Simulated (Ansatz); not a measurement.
# TaN: single-point calculation (part 2 of 3)

TaN (4 atoms in the cell); DFT r2SCAN+U, scalar-relativistic, plane waves, PAW, Ueff = 4 eV on Ta atom 1 d; Ueff = 4 eV on Ta atom 2 d, spin-polarised (Ansatz 0.2.0); cutoff 500 eV, 7×7×4 k-mesh, Gaussian smearing of 0.05 eV, collinear spins. The structure derives from an entry of the Crystallography Open Database. It belongs to a series of runs on one base structure; here: random orbitals: random, high filling.

Geometry of the input (Å; fractional positions):
```
3.0480  0.0000  0.0000
-1.5240  2.6396  0.0000
0.0000  0.0000  4.9180
Ta 0.0000  0.0000  0.0000
Ta 0.0000  0.0000  0.5000
N  0.3333  0.6667  0.2500
N  0.6667  0.3333  0.7500
```

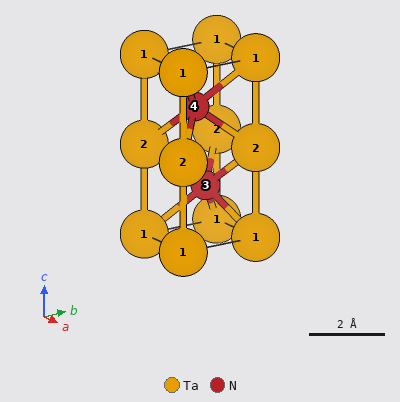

Figure 1. The structure (ball-and-stick view of the cell of the calculation, seen slightly off an axis; atoms are numbered from 1 in the order of the input).

## What the program printed, continued
```
SCF iter   1: F=—  HF=-20645.551243 eV  |F-HF|=—  |Δ(HF+E_count)|=         —  Δρ=7.90e-2 (↑7.90e-2 ↓7.85e-2)  dr2=3.55e0  dr2_τ=3.21e-1  dr2_m=1.42e0  M=-0.244 μB ∫|m|=2.058 μB  β_m=0.30  ethr=3.10e-3  ⟨swp⟩=6.0  Hψ=22707  notcnv=0  defer=3
preconditioner: auto → Kerker (q_TF=auto, 2.686 Å⁻¹)  [metal: Δε(μ)=0.011 eV  Ē_g=12.531 eV  σ=0.050 eV  W_gap=0.12  n_scr=10 (ndim 8)  ℏωp=26.4 eV  f_vac=0.000  D(μ)=2.22/eV (n_scr^D=22)]
spin=Collinear: Kerker preconditioning applied to the charge; magnetization (m = ρ↑ − ρ↓) channel mixes plain (no charge-response kernel on spin).
SCF iter   2: F=—  HF=-20645.900827 eV  |F-HF|=—  |Δ(HF+E_count)|=   3.50e-1  Δρ=5.57e-2 (↑5.56e-2 ↓5.57e-2)  dr2=1.62e0  dr2_τ=2.69e-2  dr2_m=7.21e-1  M=-0.263 μB ∫|m|=2.053 μB  β_m=0.30  ethr=3.10e-3  ⟨swp⟩=2.1  Hψ=9126  notcnv=0  defer=291  κ⁻¹=1.0e0(r=1)
SCF iter   3: F=—  HF=-20646.050627 eV  |F-HF|=—  |Δ(HF+E_count)|=   1.50e-1  Δρ=3.51e-2 (↑3.50e-2 ↓3.51e-2)  dr2=2.31e-1  dr2_τ=2.16e-2  dr2_m=3.67e-1  M=-0.286 μB ∫|m|=2.046 μB  β_m=0.30  ethr=3.10e-3  ⟨swp⟩=2.3  Hψ=7394  notcnv=0  defer=291  κ⁻¹=3.2e-3(r=2)
SCF iter   4: F=—  HF=-20646.234909 eV  |F-HF|=—  |Δ(HF+E_count)|=   1.84e-1  Δρ=2.39e-2 (↑2.35e-2 ↓2.39e-2)  dr2=4.80e-2  dr2_τ=5.57e-3  dr2_m=1.95e-1  M=-0.281 μB ∫|m|=2.045 μB  β_m=0.30  ethr=6.42e-4  ⟨swp⟩=3.1  Hψ=10622  notcnv=0  defer=287  κ⁻¹=1.4e-3(r=3)
SCF iter   5: F=—  HF=-20646.304606 eV  |F-HF|=—  |Δ(HF+E_count)|=   6.97e-2  Δρ=1.70e-2 (↑1.68e-2 ↓1.70e-2)  dr2=5.56e-3  dr2_τ=2.50e-3  dr2_m=1.01e-1  M=-0.290 μB ∫|m|=2.041 μB  β_m=0.30  ethr=1.33e-4  ⟨swp⟩=2.1  Hψ=7353  notcnv=0  defer=287  κ⁻¹=2.6e-4(r=4)
SCF iter   6: F=—  HF=-20646.348556 eV  |F-HF|=—  |Δ(HF+E_count)|=   4.39e-2  Δρ=1.22e-2 (↑1.22e-2 ↓1.21e-2)  dr2=3.39e-4  dr2_τ=1.17e-3  dr2_m=5.36e-2  M=-0.296 μB ∫|m|=2.041 μB  β_m=0.30  ethr=1.54e-5  ⟨swp⟩=2.0  Hψ=8937  notcnv=0  defer=287  κ⁻¹=3.8e-6(r=5)
SCF iter   7: F=—  HF=-20646.370238 eV  |F-HF|=—  |Δ(HF+E_count)|=   2.17e-2  Δρ=8.87e-3 (↑8.87e-3 ↓8.79e-3)  dr2=1.20e-4  dr2_τ=6.13e-4  dr2_m=2.82e-2  M=-0.300 μB ∫|m|=2.043 μB  β_m=1.20  ethr=9.42e-7  ⟨swp⟩=3.3  Hψ=9173  notcnv=0  defer=287
Mixer restart at iter 7: flushing history
spin-set hold released at iteration 7 (site moments contracting): the magnetisation degrees of freedom join the quasi-Newton model from the next iteration; the mixer history was flushed
SCF iter   8: F=—  HF=-20646.396449 eV  |F-HF|=—  |Δ(HF+E_count)|=   2.62e-2  Δρ=1.31e-3 (↑1.10e-3 ↓1.31e-3)  dr2=1.33e-4  dr2_τ=7.30e-5  dr2_m=4.79e-4  M=-0.312 μB ∫|m|=2.055 μB  β_m=1.20  ethr=3.34e-7  ⟨swp⟩=4.2  Hψ=13916  notcnv=0  defer=287  κ⁻¹=1.0e0(r=1)
SCF iter   9: F=—  HF=-20646.398058 eV  |F-HF|=—  |Δ(HF+E_count)|=   1.61e-3  Δρ=4.39e-4 (↑3.44e-4 ↓4.39e-4)  dr2=1.10e-4  dr2_τ=4.91e-6  dr2_m=1.33e-5  M=-0.310 μB ∫|m|=2.067 μB  β_m=1.20  ethr=3.34e-7  ⟨swp⟩=2.4  Hψ=8223  notcnv=0  defer=287  κ⁻¹=7.4e-3(r=2)
SCF iter  10: F=—  HF=-20646.398269 eV  |F-HF|=—  |Δ(HF+E_count)|=   2.11e-4  Δρ=2.75e-4 (↑2.70e-4 ↓2.75e-4)  dr2=6.66e-5  dr2_τ=1.11e-6  dr2_m=1.02e-6  M=-0.308 μB ∫|m|=2.071 μB  β_m=1.20  ethr=3.07e-7  ⟨swp⟩=2.1  Hψ=8043  notcnv=0  defer=287  κ⁻¹=4.3e-4(r=3)
SCF iter  11: F=—  HF=-20646.398434 eV  |F-HF|=—  |Δ(HF+E_count)|=   1.65e-4  Δρ=1.37e-4 (↑1.37e-4 ↓1.33e-4)  dr2=1.82e-5  dr2_τ=2.48e-7  dr2_m=2.06e-7  M=-0.306 μB ∫|m|=2.074 μB  β_m=1.20  ethr=1.85e-7  ⟨swp⟩=2.0  Hψ=8317  notcnv=0  defer=287  κ⁻¹=1.2e-4(r=4)
SCF iter  12: F=—  HF=-20646.398462 eV  |F-HF|=—  |Δ(HF+E_count)|=   2.84e-5  Δρ=5.47e-5 (↑4.63e-5 ↓5.47e-5)  dr2=3.47e-6  dr2_τ=5.25e-8  dr2_m=7.20e-8  M=-0.306 μB ∫|m|=2.074 μB  β_m=1.20  ethr=5.06e-8  ⟨swp⟩=2.0  Hψ=8034  notcnv=0  defer=287  κ⁻¹=2.8e-5(r=5)
SCF iter  13: F=—  HF=-20646.398462 eV  |F-HF|=—  |Δ(HF+E_count)|=   7.35e-8  Δρ=2.03e-5 (↑2.03e-5 ↓1.87e-5)  dr2=3.60e-7  dr2_τ=7.42e-9  dr2_m=1.70e-8  M=-0.307 μB ∫|m|=2.074 μB  β_m=1.20  ethr=9.65e-9  ⟨swp⟩=2.4  Hψ=7513  notcnv=0  defer=287  κ⁻¹=7.0e-6(r=6)
SCF iter  14: F=—  HF=-20646.398463 eV  |F-HF|=—  |Δ(HF+E_count)|=   7.70e-7  Δρ=1.25e-5 (↑1.25e-5 ↓1.25e-5)  dr2=1.30e-7  dr2_τ=3.14e-9  dr2_m=2.99e-9  M=-0.307 μB ∫|m|=2.074 μB  β_m=1.20  ethr=1.00e-9  ⟨swp⟩=2.0  Hψ=8020  notcnv=0  defer=287  κ⁻¹=1.0e-6(r=7)
SCF iter  15: F=—  HF=-20646.398464 eV  |F-HF|=—  |Δ(HF+E_count)|=   7.77e-7  Δρ=6.44e-6 (↑6.44e-6 ↓5.99e-6)  dr2=3.83e-8  dr2_τ=7.95e-10  dr2_m=1.35e-9  M=-0.307 μB ∫|m|=2.074 μB  β_m=1.20  ethr=3.61e-10  ⟨swp⟩=2.0  Hψ=8036  notcnv=0  defer=287  κ⁻¹=2.1e-7(r=8)
SCF iter  16: F=—  HF=-20646.398464 eV  |F-HF|=—  |Δ(HF+E_count)|=   1.48e-7  Δρ=2.46e-6 (↑2.46e-6 ↓2.17e-6)  dr2=4.15e-9  dr2_τ=1.10e-10  dr2_m=2.93e-10  M=-0.307 μB ∫|m|=2.074 μB  β_m=1.20  ethr=1.06e-10  ⟨swp⟩=2.1  Hψ=8060  notcnv=0  defer=287  κ⁻¹=3.2e-6(r=8)
SCF iter  17: F=—  HF=-20646.398464 eV  |F-HF|=—  |Δ(HF+E_count)|=   6.42e-9  Δρ=1.62e-6 (↑1.62e-6 ↓1.52e-6)  dr2=1.61e-9  dr2_τ=5.57e-11  dr2_m=3.53e-11  M=-0.307 μB ∫|m|=2.074 μB  β_m=1.20  ethr=1.15e-11  ⟨swp⟩=2.0  Hψ=7590  notcnv=0  defer=287  κ⁻¹=1.1e-5(r=8)
SCF iter  18: F=—  HF=-20646.398464 eV  |F-HF|=—  |Δ(HF+E_count)|=   1.01e-8  Δρ=6.42e-7 (↑6.20e-7 ↓6.42e-7)  dr2=2.00e-10  dr2_τ=1.24e-11  dr2_m=2.66e-11  M=-0.307 μB ∫|m|=2.074 μB  β_m=1.20  ethr=4.48e-12  ⟨swp⟩=2.0  Hψ=8050  notcnv=0  defer=287  κ⁻¹=1.4e-10(r=8)
Mixer restart at iter 18: flushing history
SCF iter  19: F=-20649.638765 eV  HF=-20646.398464 eV  |F-HF|=3.24e0  |Δ(HF+E_count)|=         —  Δρ=6.46e-7 (↑6.29e-7 ↓6.46e-7)  dr2=2.04e-10  dr2_τ=1.28e-11  dr2_m=2.70e-11  M=-0.307 μB ∫|m|=2.074 μB  β_m=1.20  ethr=1.00e-12  ⟨swp⟩=1.0  Hψ=4464  notcnv=0  defer=287
SCF iter  20: F=-20649.993112 eV  HF=-20648.111134 eV  |F-HF|=1.88e0  |Δ(HF+E_count)|=    1.71e0  Δρ=4.76e-3 (↑4.57e-3 ↓4.76e-3)  dr2=1.43e-2  dr2_τ=6.39e-4  dr2_m=3.59e-3  M=-0.298 μB ∫|m|=1.979 μB  β_m=1.20  ethr=1.00e-12  ⟨swp⟩=24.3  Hψ=66963  notcnv=0  κ⁻¹=1.0e0(r=1)
SCF iter  21: F=-20650.640972 eV  HF=-20650.578546 eV  |F-HF|=6.24e-2  |Δ(HF+E_count)|=    2.47e0  Δρ=1.02e-2 (↑9.07e-3 ↓1.02e-2)  dr2=9.01e-2  dr2_τ=1.08e-3  dr2_m=2.82e-3  M=-0.223 μB ∫|m|=1.582 μB  β_m=1.20  ethr=1.00e-12  ⟨swp⟩=9.0  Hψ=32121  notcnv=0  defer=234  κ⁻¹=6.6e-3(r=2)
SCF iter  22: F=-20650.715846 eV  HF=-20650.671633 eV  |F-HF|=4.42e-2  |Δ(HF+E_count)|=   9.31e-2  Δρ=6.68e-3 (↑6.47e-3 ↓6.68e-3)  dr2=3.69e-2  dr2_τ=2.67e-4  dr2_m=2.11e-4  M=-0.200 μB ∫|m|=1.492 μB  β_m=0.37  ethr=1.00e-12  ⟨swp⟩=8.8  Hψ=29389  notcnv=0  defer=272  κ⁻¹=4.2e-3(r=3)
SCF iter  23: F=-20650.750306 eV  HF=-20650.731198 eV  |F-HF|=1.91e-2  |Δ(HF+E_count)|=   5.96e-2  Δρ=4.57e-3 (↑4.42e-3 ↓4.57e-3)  dr2=9.42e-3  dr2_τ=1.12e-4  dr2_m=2.84e-3  M=-0.179 μB ∫|m|=1.436 μB  β_m=1.20  ethr=1.00e-12  ⟨swp⟩=9.0  Hψ=28863  notcnv=0  defer=267  κ⁻¹=7.9e-4(r=4)
SCF iter  24: F=-20650.763514 eV  HF=-20650.759162 eV  |F-HF|=4.35e-3  |Δ(HF+E_count)|=   2.80e-2  Δρ=1.81e-3 (↑1.63e-3 ↓1.81e-3)  dr2=2.24e-3  dr2_τ=5.53e-5  dr2_m=9.71e-5  M=-0.177 μB ∫|m|=1.391 μB  β_m=1.20  ethr=1.00e-12  ⟨swp⟩=8.2  Hψ=26903  notcnv=0  defer=268  κ⁻¹=6.0e-4(r=5)
SCF iter  25: F=-20650.768079 eV  HF=-20650.765956 eV  |F-HF|=2.12e-3  |Δ(HF+E_count)|=   6.79e-3  Δρ=1.16e-3 (↑1.16e-3 ↓1.07e-3)  dr2=8.56e-4  dr2_τ=1.39e-5  dr2_m=8.11e-5  M=-0.178 μB ∫|m|=1.355 μB  β_m=1.20  ethr=1.00e-12  ⟨swp⟩=7.9  Hψ=24364  notcnv=0  defer=268  κ⁻¹=2.5e-4(r=6)
SCF iter  26: F=-20650.770455 eV  HF=-20650.768805 eV  |F-HF|=1.65e-3  |Δ(HF+E_count)|=   2.85e-3  Δρ=1.00e-3 (↑1.00e-3 ↓8.41e-4)  dr2=6.15e-4  dr2_τ=1.05e-5  dr2_m=4.60e-5  M=-0.186 μB ∫|m|=1.321 μB  β_m=1.20  ethr=1.00e-12  ⟨swp⟩=7.8  Hψ=22750  notcnv=0  defer=266  κ⁻¹=4.4e-5(r=7)
SCF iter  27: F=-20650.772970 eV  HF=-20650.771601 eV  |F-HF|=1.37e-3  |Δ(HF+E_count)|=   2.80e-3  Δρ=8.01e-4 (↑8.01e-4 ↓6.81e-4)  dr2=3.87e-4  dr2_τ=6.03e-6  dr2_m=3.45e-5  M=-0.206 μB ∫|m|=1.281 μB  β_m=1.20  ethr=1.00e-12  ⟨swp⟩=7.8  Hψ=22897  notcnv=0  defer=260  κ⁻¹=1.5e-5(r=8)
SCF iter  28: F=-20650.775369 eV  HF=-20650.774275 eV  |F-HF|=1.09e-3  |Δ(HF+E_count)|=   2.67e-3  Δρ=5.96e-4 (↑5.96e-4 ↓5.91e-4)  dr2=2.06e-4  dr2_τ=5.94e-6  dr2_m=3.56e-5  M=-0.232 μB ∫|m|=1.240 μB  β_m=1.20  ethr=1.00e-12  ⟨swp⟩=7.8  Hψ=23161  notcnv=0  defer=259  κ⁻¹=9.7e-6(r=8)
SCF iter  29: F=-20650.777466 eV  HF=-20650.776683 eV  |F-HF|=7.83e-4  |Δ(HF+E_count)|=   2.41e-3  Δρ=5.61e-4 (↑4.57e-4 ↓5.61e-4)  dr2=1.48e-4  dr2_τ=4.40e-6  dr2_m=2.86e-5  M=-0.246 μB ∫|m|=1.193 μB  β_m=1.20  ethr=1.00e-12  ⟨swp⟩=7.9  Hψ=23473  notcnv=0  defer=256  κ⁻¹=1.4e-4(r=8)
SCF iter  30: F=-20650.778792 eV  HF=-20650.778177 eV  |F-HF|=6.15e-4  |Δ(HF+E_count)|=   1.49e-3  Δρ=5.62e-4 (↑3.66e-4 ↓5.62e-4)  dr2=1.61e-4  dr2_τ=3.16e-6  dr2_m=1.83e-5  M=-0.247 μB ∫|m|=1.160 μB  β_m=1.20  ethr=1.00e-12  ⟨swp⟩=7.7  Hψ=22441  notcnv=0  defer=256  κ⁻¹=2.1e-4(r=8)
SCF iter  31: F=-20650.779411 eV  HF=-20650.778832 eV  |F-HF|=5.79e-4  |Δ(HF+E_count)|=   6.56e-4  Δρ=5.64e-4 (↑3.74e-4 ↓5.64e-4)  dr2=1.74e-4  dr2_τ=2.93e-6  dr2_m=1.80e-5  M=-0.242 μB ∫|m|=1.147 μB  β_m=1.20  ethr=1.00e-12  ⟨swp⟩=6.9  Hψ=19779  notcnv=0  defer=255  κ⁻¹=4.7e-4(r=8)
SCF iter  32: F=-20650.779629 eV  HF=-20650.779048 eV  |F-HF|=5.81e-4  |Δ(HF+E_count)|=   2.16e-4  Δρ=5.63e-4 (↑3.85e-4 ↓5.63e-4)  dr2=1.71e-4  dr2_τ=3.05e-6  dr2_m=1.87e-5  M=-0.240 μB ∫|m|=1.144 μB  β_m=1.20  ethr=1.00e-12  ⟨swp⟩=5.7  Hψ=17240  notcnv=0  defer=255  κ⁻¹=3.6e-4(r=8)
SCF iter  33: F=-20650.779969 eV  HF=-20650.779406 eV  |F-HF|=5.63e-4  |Δ(HF+E_count)|=   3.57e-4  Δρ=5.37e-4 (↑3.72e-4 ↓5.37e-4)  dr2=1.59e-4  dr2_τ=2.83e-6  dr2_m=1.51e-5  M=-0.237 μB ∫|m|=1.136 μB  β_m=1.20  ethr=1.00e-12  ⟨swp⟩=6.3  Hψ=18067  notcnv=0  defer=254  κ⁻¹=1.6e-3(r=8)
SCF iter  34: F=-20650.781542 eV  HF=-20650.781367 eV  |F-HF|=1.75e-4  |Δ(HF+E_count)|=   1.96e-3  Δρ=2.44e-4 (↑2.32e-4 ↓2.44e-4)  dr2=6.73e-5  dr2_τ=1.21e-6  dr2_m=5.33e-6  M=-0.220 μB ∫|m|=1.081 μB  β_m=1.20  ethr=1.00e-12  ⟨swp⟩=8.1  Hψ=24712  notcnv=0  defer=254  κ⁻¹=8.8e-4(r=8)
SCF iter  35: F=-20650.781045 eV  HF=-20650.780788 eV  |F-HF|=2.57e-4  |Δ(HF+E_count)|=   5.79e-4  Δρ=4.88e-4 (↑2.78e-4 ↓4.88e-4)  dr2=7.25e-5  dr2_τ=4.22e-6  dr2_m=2.99e-5  M=-0.228 μB ∫|m|=1.103 μB  β_m=1.20  ethr=1.00e-12  ⟨swp⟩=7.2  Hψ=22210  notcnv=0  defer=253  κ⁻¹=6.0e-4(r=8)
SCF iter  36: F=-20650.781159 eV  HF=-20650.780958 eV  |F-HF|=2.01e-4  |Δ(HF+E_count)|=   1.70e-4  Δρ=4.95e-4 (↑2.38e-4 ↓4.95e-4)  dr2=7.70e-5  dr2_τ=5.02e-6  dr2_m=3.26e-5  M=-0.223 μB ∫|m|=1.098 μB  β_m=1.20  ethr=1.00e-12  ⟨swp⟩=6.2  Hψ=18366  notcnv=0  defer=253  κ⁻¹=5.5e-4(r=8)
SCF iter  37: F=-20650.781765 eV  HF=-20650.781719 eV  |F-HF|=4.55e-5  |Δ(HF+E_count)|=   7.62e-4  Δρ=1.78e-4 (↑1.31e-4 ↓1.78e-4)  dr2=1.04e-5  dr2_τ=7.70e-7  dr2_m=4.77e-6  M=-0.213 μB ∫|m|=1.067 μB  β_m=1.20  ethr=1.00e-12  ⟨swp⟩=7.7  Hψ=23103  notcnv=0  defer=253  κ⁻¹=4.3e-4(r=8)
SCF iter  38: F=-20650.781869 eV  HF=-20650.781852 eV  |F-HF|=1.69e-5  |Δ(HF+E_count)|=   1.33e-4  Δρ=1.02e-4 (↑9.16e-5 ↓1.02e-4)  dr2=5.80e-6  dr2_τ=1.24e-7  dr2_m=3.94e-7  M=-0.209 μB ∫|m|=1.053 μB  β_m=1.20  ethr=1.00e-12  ⟨swp⟩=7.3  Hψ=20452  notcnv=0  defer=254  κ⁻¹=5.9e-4(r=8)
SCF iter  39: F=-20650.781879 eV  HF=-20650.781868 eV  |F-HF|=1.06e-5  |Δ(HF+E_count)|=   1.60e-5  Δρ=8.29e-5 (↑8.08e-5 ↓8.29e-5)  dr2=4.32e-6  dr2_τ=7.81e-8  dr2_m=3.84e-7  M=-0.208 μB ∫|m|=1.051 μB  β_m=1.20  ethr=1.00e-12  ⟨swp⟩=5.2  Hψ=16193  notcnv=0  defer=254  κ⁻¹=4.9e-4(r=8)
SCF iter  40: F=-20650.781899 eV  HF=-20650.781896 eV  |F-HF|=2.66e-6  |Δ(HF+E_count)|=   2.78e-5  Δρ=5.27e-5 (↑4.12e-5 ↓5.27e-5)  dr2=2.34e-6  dr2_τ=1.87e-8  dr2_m=6.10e-8  M=-0.205 μB ∫|m|=1.044 μB  β_m=1.20  ethr=1.00e-12  ⟨swp⟩=6.1  Hψ=17633  notcnv=0  defer=254  κ⁻¹=5.7e-4(r=8)
SCF iter  41: F=-20650.781902 eV  HF=-20650.781900 eV  |F-HF|=2.69e-6  |Δ(HF+E_count)|=   3.60e-6  Δρ=4.66e-5 (↑2.91e-5 ↓4.66e-5)  dr2=1.01e-6  dr2_τ=1.45e-8  dr2_m=7.20e-8  M=-0.204 μB ∫|m|=1.042 μB  β_m=1.20  ethr=1.00e-12  ⟨swp⟩=5.2  Hψ=16440  notcnv=0  defer=254  κ⁻¹=2.2e-4(r=8)
SCF iter  42: F=-20650.781904 eV  HF=-20650.781903 eV  |F-HF|=1.39e-6  |Δ(HF+E_count)|=   3.35e-6  Δρ=3.03e-5 (↑3.03e-5 ↓2.81e-5)  dr2=6.36e-7  dr2_τ=1.45e-8  dr2_m=5.61e-8  M=-0.204 μB ∫|m|=1.043 μB  β_m=1.20  ethr=1.00e-12  ⟨swp⟩=5.6  Hψ=16631  notcnv=0  defer=254  κ⁻¹=2.9e-4(r=8)
SCF iter  43: F=-20650.781907 eV  HF=-20650.781906 eV  |F-HF|=7.67e-7  |Δ(HF+E_count)|=   2.96e-6  Δρ=2.20e-5 (↑2.04e-5 ↓2.20e-5)  dr2=3.30e-7  dr2_τ=5.56e-9  dr2_m=2.23e-8  M=-0.204 μB ∫|m|=1.041 μB  β_m=1.20  ethr=1.00e-12  ⟨swp⟩=5.1  Hψ=14883  notcnv=0  defer=254  κ⁻¹=6.9e-4(r=8)
SCF iter  44: F=-20650.781908 eV  HF=-20650.781908 eV  |F-HF|=5.56e-7  |Δ(HF+E_count)|=   1.60e-6  Δρ=1.93e-5 (↑1.45e-5 ↓1.93e-5)  dr2=2.36e-7  dr2_τ=2.19e-9  dr2_m=6.93e-9  M=-0.203 μB ∫|m|=1.040 μB  β_m=1.20  ethr=1.00e-12  ⟨swp⟩=4.9  Hψ=14159  notcnv=0  defer=254  κ⁻¹=1.1e-4(r=8)
SCF iter  45: F=-20650.781910 eV  HF=-20650.781909 eV  |F-HF|=3.50e-7  |Δ(HF+E_count)|=   1.77e-6  Δρ=1.62e-5 (↑9.54e-6 ↓1.62e-5)  dr2=1.28e-7  dr2_τ=1.07e-9  dr2_m=6.54e-9  M=-0.203 μB ∫|m|=1.039 μB  β_m=1.20  ethr=1.00e-12  ⟨swp⟩=5.0  Hψ=14705  notcnv=0  defer=254  κ⁻¹=2.4e-4(r=8)
SCF iter  46: F=-20650.781911 eV  HF=-20650.781910 eV  |F-HF|=2.83e-7  |Δ(HF+E_count)|=   9.70e-7  Δρ=1.41e-5 (↑9.46e-6 ↓1.41e-5)  dr2=1.07e-7  dr2_τ=8.61e-10  dr2_m=3.63e-9  M=-0.202 μB ∫|m|=1.039 μB  β_m=1.20  ethr=1.00e-12  ⟨swp⟩=14.9  Hψ=34489  notcnv=0  κ⁻¹=5.3e-4(r=8)
SCF iter  47: F=-20650.781912 eV  HF=-20650.781911 eV  |F-HF|=2.10e-7  |Δ(HF+E_count)|=   9.95e-7  Δρ=1.19e-5 (↑8.56e-6 ↓1.19e-5)  dr2=8.02e-8  dr2_τ=6.57e-10  dr2_m=2.81e-9  M=-0.202 μB ∫|m|=1.038 μB  β_m=1.20  ethr=1.00e-12  ⟨swp⟩=10.6  Hψ=34667  notcnv=0  κ⁻¹=6.2e-4(r=8)
iter 48 did not close the SCF: its close was put off for a magnetic moment that had not settled (scf_convergence_deferred on its scf_iter line)
SCF iter  48: F=-20650.781913 eV  HF=-20650.781913 eV  |F-HF|=9.15e-8  |Δ(HF+E_count)|=   1.75e-6  Δρ=7.35e-6 (↑5.65e-6 ↓7.35e-6)  dr2=3.03e-8  dr2_τ=3.46e-10  dr2_m=1.12e-9  M=-0.200 μB ∫|m|=1.037 μB  β_m=1.20  ethr=1.00e-12  ⟨swp⟩=11.5  Hψ=37200  notcnv=0  κ⁻¹=1.0e-3(r=8)
iter 49 did not close the SCF: its close was put off for a magnetic moment that had not settled (scf_convergence_deferred on its scf_iter line)
SCF iter  49: F=-20650.781914 eV  HF=-20650.781914 eV  |F-HF|=5.53e-8  |Δ(HF+E_count)|=   4.42e-7  Δρ=5.84e-6 (↑4.78e-6 ↓5.84e-6)  dr2=1.91e-8  dr2_τ=2.37e-10  dr2_m=7.55e-10  M=-0.200 μB ∫|m|=1.037 μB  β_m=1.20  ethr=1.00e-12  ⟨swp⟩=6.0  Hψ=32460  notcnv=0  κ⁻¹=1.2e-3(r=8)
SCF iter  50: F=-20650.781914 eV  HF=-20650.781914 eV  |F-HF|=1.71e-8  |Δ(HF+E_count)|=   3.42e-7  Δρ=2.76e-6 (↑2.52e-6 ↓2.76e-6)  dr2=4.87e-9  dr2_τ=7.60e-11  dr2_m=2.33e-10  M=-0.199 μB ∫|m|=1.037 μB  ethr=1.00e-12  ⟨swp⟩=6.1  Hψ=33589  notcnv=0
```
